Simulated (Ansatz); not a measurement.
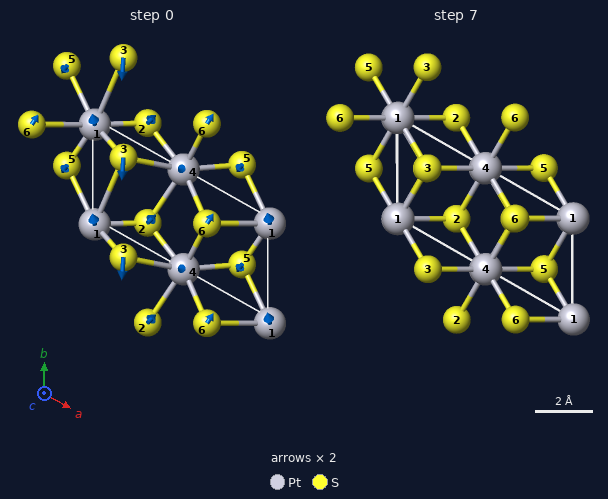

The structure of solid PtS2 (built on the database structure type) before (left) and after (right) a relaxation, at one scale. The blue arrows give the displacements (the part carried along by the change of the cell is left out), 2 times their true length.

A ball-and-stick model of the cell of the calculation, seen along the c axis.

Case: shaken.

Method: DFT, PBEsol, plane waves, PAW (Ansatz).

The input:
```yaml
crystal:
  lattice:
    - [7.108461275, 0.0508142184, -0.0371228144]
    - [-1.7551121168, 3.0565428907, -0.0049819656]
    - [-0.0248359882, -0.0220364038, 4.8315177003]
  atoms:
    - { symbol: Pt, position: [0.0117707759, -0.0562633617, -0.0425133871] }
    - { symbol: S, position: [0.3143435712, 0.2594311259, 0.7812107739] }
    - { symbol: S, position: [0.1759481191, 0.7754379395, 0.255684912] }
    - { symbol: Pt, position: [0.5191915163, -0.0027059714, -0.0346634482] }
    - { symbol: S, position: [0.8529784432, 0.3759548648, 0.7764395294] }
    - { symbol: S, position: [0.6526147735, 0.5885062263, 0.2478638154] }
kpoints:
  mp_grid: { grid: [6, 6, 4] }
hamiltonian:
  xc: pbesol
scf:
  occupations: { method: fermi_dirac, width: 0.05 }
relax:
  f_tol: 0.01
  cell: {}
  max_steps: 120
```

Launched with:
```bash
ansatz run input.yaml --threads 2 --pin off --max-ram 2211MiB --backend cpu --events-out ev --progress --plain --runs-dir out
```

Question: Describe what moved and what it gained.

Answer: The atom that moves furthest relative to the cell is S3 (0.41 Å roughly along −b). Largest moves by element: S 0.41 Å, Pt 0.27 Å. Cell: a 7.109 → 7.141 Å (+0.5 %), b 3.525 → 3.570 Å (+1.3 %), c 4.832 → 4.791 Å (−0.8 %), α 90.2° → 90.0°, β 90.6° → 89.9°, γ 119.5° → 120.0°. Volume +0.4 %. Some distances before and after: Pt1–S3 2.934 → 2.384 Å, Pt1–S5 1.947 → 2.384 Å, S2–S3 2.748 → 3.159 Å, Pt1–S2 2.069 → 2.384 Å. Bond angles that change, for instance: S3–Pt1–S5 154.3° → 180.0°, S2–Pt4–S6 163.2° → 180.0°, S2–Pt4–S6 163.8° → 180.0°. The space group (tolerance 0.01 Å) goes from P1 (No. 1) to P-3m1 (No. 164). Over 6 accepted moves (7 points after the start) the energy falls by 4.454 eV per cell of the calculation. The largest force component goes from 8.3 to 0.0012 eV/Å. Pressure: 23.06 GPa at the start and −0.01 GPa at the end. At 1 point the geometry stayed and the basis and grid were re-selected for the new cell (energy shift of 0.1 meV per cell of the calculation at most each time). The run took 2.7 min on 2 threads of Intel(R) Xeon(R) Processor @ 2.50GHz (Skylake/Cascade Lake), with other jobs on the host, peak memory 0.53 GiB.
